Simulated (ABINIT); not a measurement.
## MgO (Fm-3m): refractive index against wavelength

The refractive index of MgO (Fm-3m) below the direct gap (4.73 eV on the mesh) is read from one computed spectrum, n = √(Re ε).

Cell: a, b, c = 2.982, 2.982, 2.982 Å (primitive vectors), 2 atoms.

Method: ABINIT 10.8.3, PBE, independent particles, k-mesh 14×14×14, Lorentzian half width 0.05 eV.

Launch of the response step: `optic optic.abi`. The run took 18 s, its band step included, on 4 threads of AMD EPYC 9R45 96-Core Processor (Zen 5), with other jobs on the host.

| wavelength (nm) | photon energy E (eV) | n |
| --- | --- | --- |
| 850 | 1.459 | 1.7934 |
| 700 | 1.771 | 1.7998 |
| 633 | 1.959 | 1.8044 |
| 532 | 2.331 | 1.8152 |
| 450 | 2.755 | 1.8309 |
| 405 | 3.061 | 1.8450 |
| 365 | 3.397 | ? |

In the single-oscillator model n² − 1 = E₀E_d/(E₀² − E²), so 1/(n² − 1) = E₀/E_d − E²/(E₀E_d) is linear in E².

Working, on the rows shown:

| x = E² (eV²) | y = 1/(n² − 1) |
| --- | --- |
| 2.12762 | 0.451206 |
| 3.13716 | 0.446572 |
| 3.83641 | 0.44329 |
| 5.43137 | 0.435739 |
| 7.59115 | 0.425135 |
| 9.37179 | 0.415969 |

Means: x̄ = 5.2493, ȳ = 0.43632. Σ(x − x̄)(y − ȳ) = -0.1882, Σ(x − x̄)² = 38.71. Slope = -0.1882 / 38.71 = -0.00486; intercept = ȳ − slope · x̄ = 0.46183. Turned back into n, the line misses the rows shown by at most 0.00049.

Q: What does the fit predict for the withheld row, and how well does it do?

A: At x = 11.538 the line gives y = 0.40575, that is 1.8613. The run gave 1.8636, so the extrapolation is off by 0.0023, 3 % of the range in the table.

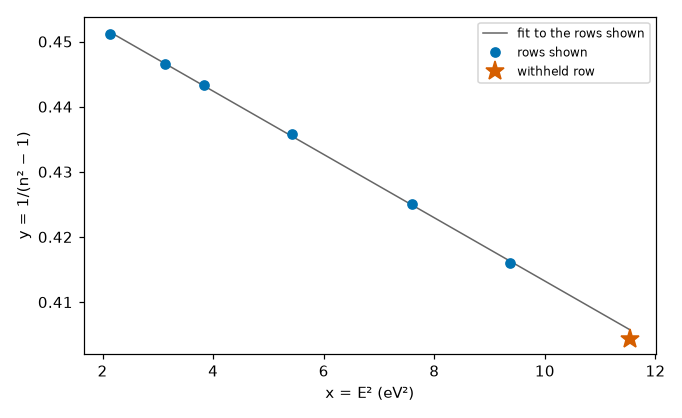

Refitted with all rows, the slope is -0.004963 and the intercept 0.46227. These give E₀ = √(intercept/−slope) = 9.65 eV and E_d = E₀/intercept = 20.9 eV; E₀ is 2.0 times the direct gap. The electronic limit at long wavelengths, without lattice vibrations, is n = √(1 + 1/intercept) = 1.779. The cell comes from an older database entry, whose edges can be off by a per cent or so. Excitons are left out and so are local fields; PBE gaps are as a rule too small. The values come from a sum over the points of one k-mesh and carry its error, which grows as the direct gap shrinks.
